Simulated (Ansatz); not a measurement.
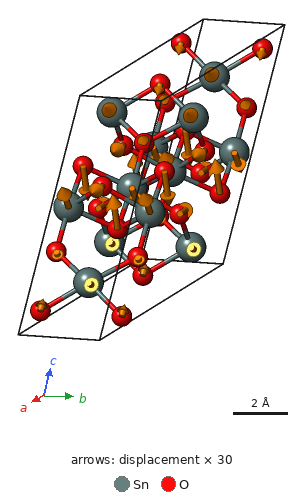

A relaxation of a crystal of SnO2 (set up in C2/m). The starting structure is drawn; orange arrows show the displacements, 30 times their true length.

The picture is a ball-and-stick view of the conventional cell (2 times the calculation's cell), seen slightly off an axis. Lengths and directions refer to the drawn axes.

The run lets the atoms move in a fixed cell, from this start: strain = -0.04. The cell is held at a strain of −4.0 % (one member of a series).

Method: Ansatz, Kohn-Sham DFT of a periodic cell, PBE, Ansatz PAW.

The input:
```yaml
crystal:
  lattice:
    - [-5.4807762, 5.4807762, 1.616233]
    - [5.4807762, -5.4807762, 1.616233]
    - [5.2658438, 5.2658438, -1.616233]
  atoms:
    - { symbol: Sn, position: [0.3510765, 0.8310675, 0.182144] }
    - { symbol: Sn, position: [0.8310675, 0.6489235, 0.479991] }
    - { symbol: Sn, position: [0.1689325, 0.3510765, 0.520009] }
    - { symbol: Sn, position: [0.6489235, 0.1689325, 0.817856] }
    - { symbol: O, position: [0.2056015, 0.1549285, 0.36053] }
    - { symbol: O, position: [0.8450715, 0.2056015, 0.050673] }
    - { symbol: O, position: [0.7943985, 0.8450715, 0.63947] }
    - { symbol: O, position: [0.1549285, 0.7943985, 0.949327] }
    - { symbol: O, position: [0.1610445, 0.5429605, 0.704005] }
    - { symbol: O, position: [0.5429605, 0.8389555, 0.381916] }
    - { symbol: O, position: [0.4570395, 0.1610445, 0.618084] }
    - { symbol: O, position: [0.8389555, 0.4570395, 0.295995] }
hamiltonian:
  xc: pbe
  pseudopotentials: { kind: paw }
kpoints:
  mp_grid: { grid: [7, 7, 7] }
scf:
  occupations: { method: fermi_dirac, width: 0.05 }
output:
  forces: true
  stress: true
  eigenvalues: true
relax:
  f_tol: 0.01
  max_steps: 40
```

Command:
```bash
ansatz run input.yaml --threads 4 --pin off --max-ram 11264MiB --backend cpu --events-out ev --progress --plain --runs-dir out
```

> Describe the change and its energy.

Over 4 accepted moves (5 points after the start) the energy falls by 3.4 meV per atom. Largest force component: 0.45 eV/Å at the start, 0.0055 eV/Å at the end. 1 step only repeated the SCF at the same geometry. The largest moves, 0.053 Å, are those of O atoms. By element the largest moves are O 0.053 Å, Sn 0.043 Å. The lattice vectors keep their values. Among the contacts that change: O–Sn 2.160 → 2.140 Å, O–Sn 2.116 → 2.105 Å, O–Sn 2.129 → 2.124 Å. Bond angles that change, for instance: O–Sn–O 171.7° → 167.5°, O–Sn–O 91.9° → 94.3°, Sn–O–Sn 97.1° → 99.2°. The space group stays C2/m (No. 12). The run took 99 s on 4 threads of Arm Neoverse V2, on a shared host, peak memory 1.1 GiB.
